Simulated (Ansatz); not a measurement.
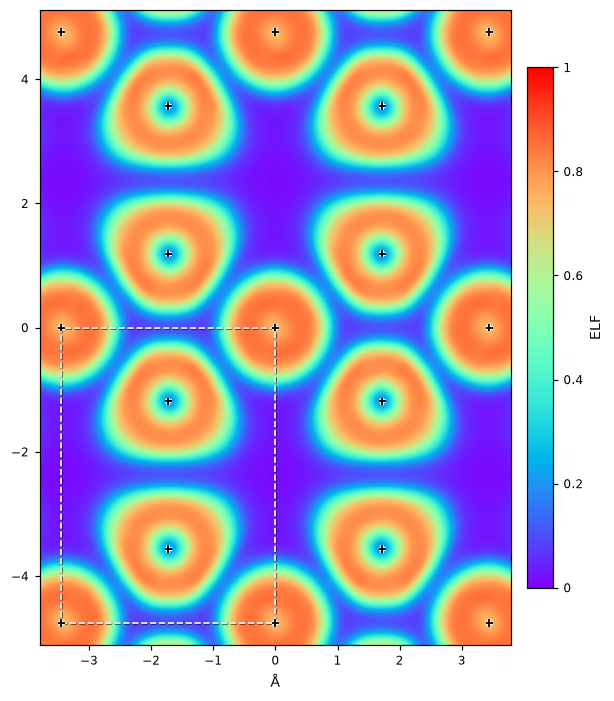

The ELF on a plane through atoms (crosses mark nuclei in the plane).

All numbers below come from DFT PBEsol, scalar-relativistic, plane waves, PAW (Ansatz).

Candidates:
A. TaN, a = 2.92 Å, b = 2.92 Å, c = 2.87 Å, α = 90.00°, β = 90.00°, γ = 120.00°. Space group P-6m2.
B. HfO₂, a = 3.44 Å, b = 3.44 Å, c = 4.76 Å, α = 90.00°, β = 90.00°, γ = 90.00°. Space group I4/mmm; computed pressure about 44 GPa in this cell.

> Which system is this?

Candidate B: HfO₂ on the (100) plane of the conventional cell, which holds Hf and O. Hf–O (2.09 Å): the ELF peaks at about 0.85 in the valence shell of O, 0.6 Å from its nucleus, and drops to about 0.20 between the two atoms (no localised pair shows between them).
